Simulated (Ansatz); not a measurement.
A series of calculations on Ge

Part 1: Relaxation

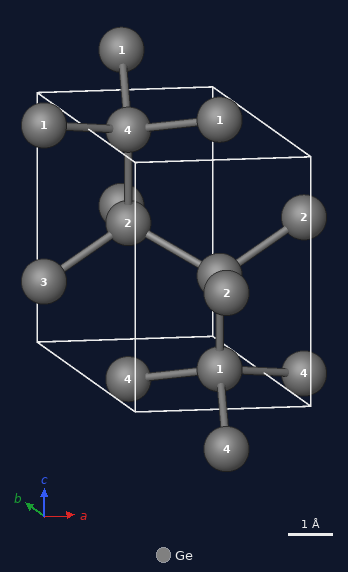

Starting structure of crystalline Ge (set up in P6_3/mmc). Style: ball-and-stick. Shown: the cell of the calculation, from a free direction.

Case: biaxial strain in the a-b plane of +1.5 %; c and atoms relaxed.

The calculation used DFT r2SCAN, scalar-relativistic, plane waves, PAW in Ansatz 0.2.0.

Input file:
```yaml
crystal:
  lattice:
    - [4.0555834325, 0.0, 0.0]
    - [-2.0277917162, 3.5122382797, 0.0]
    - [0.0, 0.0, 6.5432865584]
  atoms:
    - { symbol: Ge, position: [0.6666666667, 0.3333333333, 0.0629814339] }
    - { symbol: Ge, position: [0.3333333333, 0.6666666667, 0.5629814339] }
    - { symbol: Ge, position: [0.6666666667, 0.3333333333, 0.4370185661] }
    - { symbol: Ge, position: [0.3333333333, 0.6666666667, 0.9370185661] }
basis:
  ecutwfc: 500
kpoints:
  mp_grid: { grid: [12, 12, 6] }
hamiltonian:
  xc: r2scan
scf:
  occupations: { method: gaussian, width: 0.01 }
output:
  forces: true
  stress: true
  eigenvalues: true
relax:
  adjacent_minimum: "off"
  f_tol: 0.008
  max_steps: 40
  cell: { stress_tol: 0.015, fix: [a, b, gamma] }
```

Command:
```bash
ansatz run input.yaml --threads 1 --pin off --max-ram 2560MiB --backend cpu --events-out ev --progress --plain --runs-dir out
```

Predict the outcome.

The energy falls by 5.5 meV per cell of the calculation in 3 accepted moves (4 points after the start). The largest force component goes from 0.22 to 0.00068 eV/Å. Pressure: −1.32 GPa at the start and −1.70 GPa at the end. At 1 point the geometry stayed and the basis and grid were re-selected for the new cell (energy shift of 0.2 meV per cell of the calculation at most each time). The largest moves relative to the cell, 0.007 Å, are those of Ge1, Ge2, Ge3 and Ge4. Ge1 goes along −c. The drawn cell changes as follows: a = b unchanged at 4.056 Å, c 6.543 → 6.579 Å (+0.5 %); the volume changes by +0.5 %. Some distances before and after: Ge1–Ge3 2.447 → 2.475 Å. The space group stays P6_3/mmc (No. 194). The run took 3.6 min on 1 thread of AMD EPYC (Zen 3) (shared host), peak memory 0.7 GiB.

Part 2: Relaxation

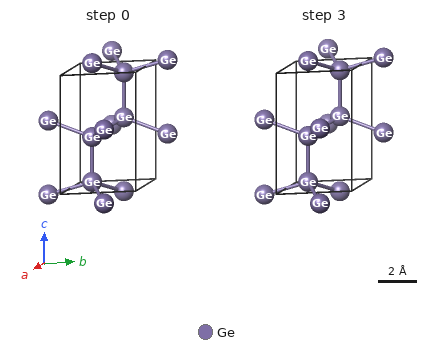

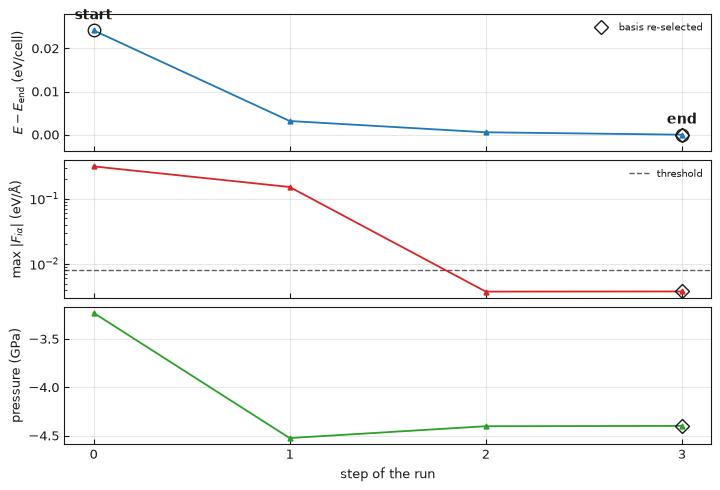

First and last geometry of a relaxation of crystalline Ge (set up in P6_3/mmc), with the history of the run. A ball-and-stick model of the cell of the calculation, seen slightly off an axis.

Case: biaxial strain in the a-b plane of +4.5 %; c and atoms relaxed.

Computed with Ansatz, DFT r2SCAN, scalar-relativistic, plane waves, PAW. (plane-wave cutoff 500 eV; k-point mesh 12 × 12 × 6; occupations gaussian; smearing width 0.01 eV; no spin polarisation; cell relaxed at fixed a, b, gamma; force threshold 0.008 eV/Å; at most 40 steps)

**What do the curves and the structures tell?**

It converged. The largest moves relative to the cell, 0.006 Å, are those of Ge atoms. The volume changes by +1.8 %, with a = b unchanged at 4.175 Å, c 6.424 → 6.541 Å (+1.8 %). Near-neighbour distances that change, for instance: Ge–Ge 2.430 → 2.486 Å. The space group stays P6_3/mmc (No. 194). After 2 accepted moves (3 points after the start) the energy has fallen by 24.2 meV per cell of the calculation. Largest force component: 0.31 eV/Å at the start, 0.0038 eV/Å at the end. The pressure goes from −3.23 to −4.40 GPa. At 1 point the geometry stayed and the basis and grid were re-selected for the new cell (energy shift of 0.6 meV per cell of the calculation at most each time).

Part 3: A change

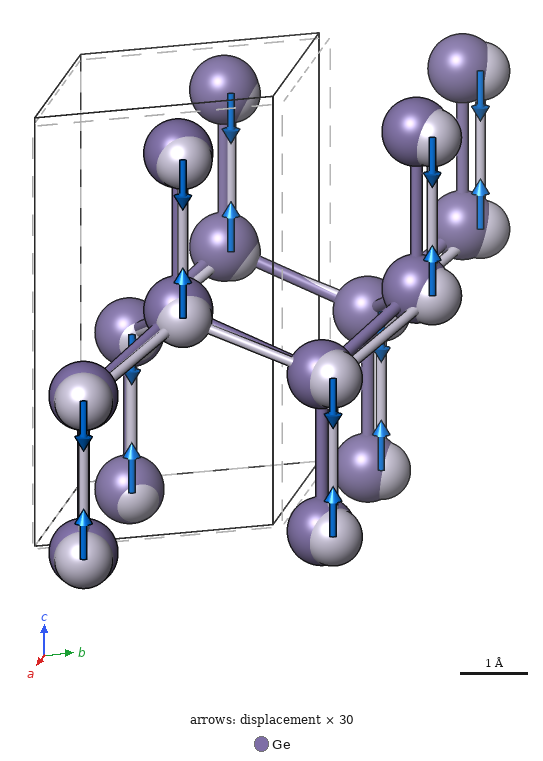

A crystal of Ge (set up in P6_3/mmc), drawn pale, and a changed version of it, drawn solid. The blue arrows show how the atoms are displaced (without the part that the change of the cell carries along), magnified 30 times. The picture is a ball-and-stick view of the cell of the calculation, repeated 2 × 2 × 1 with one cell outlined, seen slightly off an axis.

These are results of Ansatz, DFT r2SCAN, scalar-relativistic, plane waves, PAW, not measurements. Settings: plane-wave cutoff 500 eV; k-point mesh 12 × 12 × 6; occupations gaussian; smearing width 0.01 eV; no spin polarisation.

Question: What was done to the structure, and with what result?

Answer: Biaxial strain in the a–b plane, −4.5 %, is applied. The c axis and the atoms are relaxed. The volume changes by −7.6 %, with a = b 3.996 → 3.816 Å (−4.5 %), c 6.603 → 6.688 Å (+1.3 %). The largest moves relative to the cell, 0.027 Å, are those of Ge atoms. Near-neighbour distances before and after: Ge–Ge 2.452 → 2.378 Å, Ge–Ge 2.470 → 2.448 Å. The space group stays P6_3/mmc (No. 194). Energy change: +60.1 meV per atom. Pressure: 0.0 GPa before, 6.8 GPa after. The principal stresses (compression positive) are 0.0 GPa along c and 10.2 GPa across it.
